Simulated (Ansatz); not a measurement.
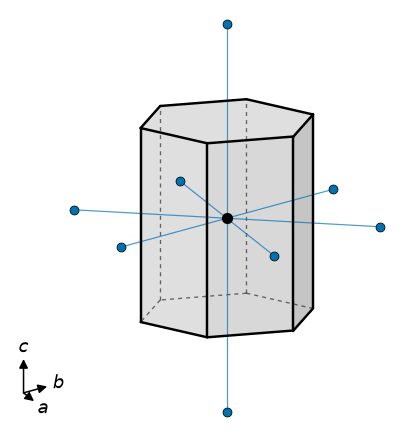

Crystal: PtSe₂, the geometry relaxed with Ansatz, DFT PBE+D3(BJ), scalar-relativistic, plane waves, PAW. The Wigner–Seitz cell of the crystal's lattice, with lines to the lattice points that define its faces. Symmetry computed with spglib at a tolerance of 0.002 Å; standard conventional cell.

a = 3.770 Å, b = 3.770 Å, c = 4.824 Å, α = 90.00°, β = 90.00°, γ = 120.00°; lattice centring P.

Describe the polyhedron.

Answer. A hexagonal prism: 8 faces (6 with 4 edges, 2 with 6 edges), 18 edges, 12 vertices. Its volume is that of the primitive cell, 59.4 Å³.

Which lattice vectors do the faces bisect?

Answer.
```csv
example,length (Å),faces,edges of each,area (Å²)
a + b,3.77,6,4,10.5
c,4.82,2,6,12.3
```
